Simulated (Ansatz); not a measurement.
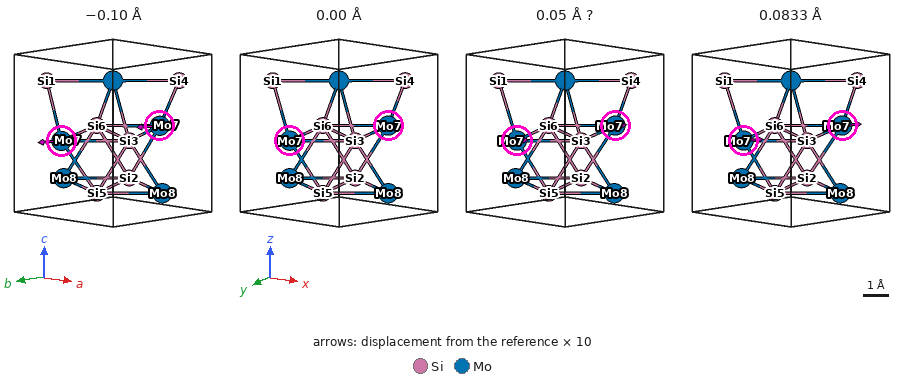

A scan of crystalline Si$_{2}$Mo (P6_222): a Mo atom (one in each cell of 9 atoms) is moved along Cartesian [1 -1 0], all else fixed. A ball-and-stick model of the cell of the calculation, seen from a free direction. The ringed atoms are those of the scanned coordinate. Purple arrows: displacements from the reference.

Level of theory: DFT PBEsol, scalar-relativistic, plane waves, PAW (Ansatz). Set-up: plane-wave cutoff 420 eV; k-point mesh 12 × 12 × 6; occupations gaussian; smearing width 0.15 eV; no spin polarisation. Energies (free energies at the smearing named) are counted from the relaxed crystal.

```
displacement (Å)  E − E(ref) (meV/cell)
         −0.1000                   87.4
         −0.0333                    9.7
          0.0000                    0.0
          0.0500                      ?
          0.0667                   38.8
          0.0833                   60.5
```

> Fill in the missing row.

A straight line between the two neighbours gives 29.1 meV/cell. A cubic through the four nearest rows (−0.0333, 0.0000, 0.0667, 0.0833) gives, with Lagrange weights, (−0.0716)(9.7) + (0.2504)(0.0) + (1.2526)(38.8) + (−0.4314)(60.5) = 21.8 meV/cell. The calculation gives 21.8 meV/cell, so the cubic is right to the digits shown and the straight line 7.3 meV/cell too high, as the curve bends upwards here.

The whole profile:

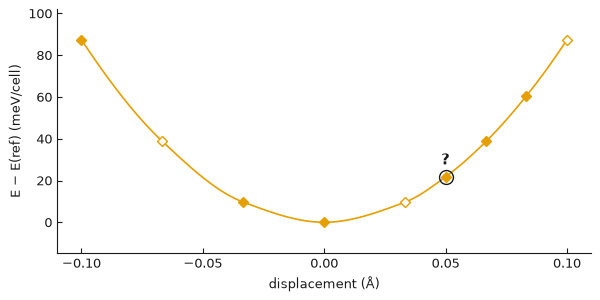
